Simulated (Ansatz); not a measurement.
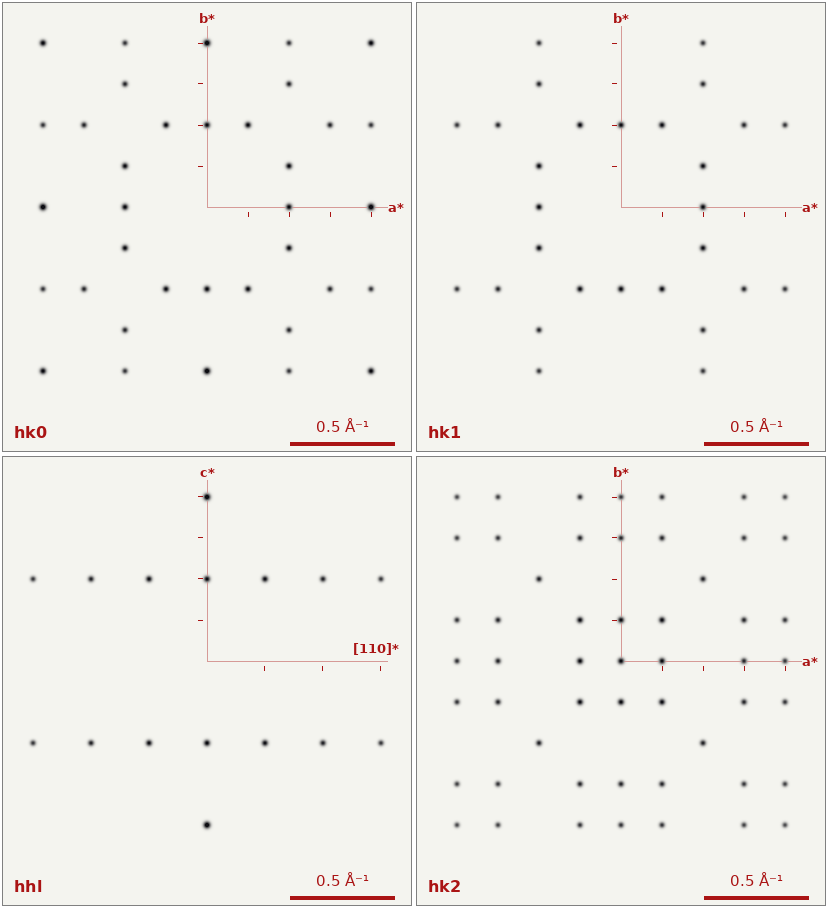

Four undistorted layers of reciprocal space, calculated for a single crystal (X-rays, kinematic |F|², B = 0.5 Å²). Tick marks count the reciprocal lattice steps of the conventional cell along each axis.

**Read the reciprocal cell and give the direct cell.**

a* = 0.198, b* = 0.198, c* = 0.198 Å⁻¹; the cell is cubic with a = 5.05 Å.

**Which reflection conditions do the layers show?**

Reflections are present only under these conditions. hkl: no condition; hk0: no condition; hhl: l = 2n; h00: h = 2n. The lattice is primitive (P). Further gaps, such as 0 4 1, 4 0 1, 1 4 0, come from atoms on special positions, not from the group's general conditions. A few very weak reflections are below the display threshold.

**Which space groups fit?**

The intensities have Laue symmetry m-3m (the hk0 layer shows 4mm, hk1 shows 4mm). With these conditions the candidates are P-43n (No. 218), Pm-3n (No. 223). Diffraction geometry alone does not choose among them; the structure has Pm-3n. The compound is Pd. Structure: coordinates from a relaxation with Ansatz, DFT, revPBE, plane waves (420 eV) with PAW, scalar-relativistic; the starting structure was generated, so it need not be a known form of this composition.
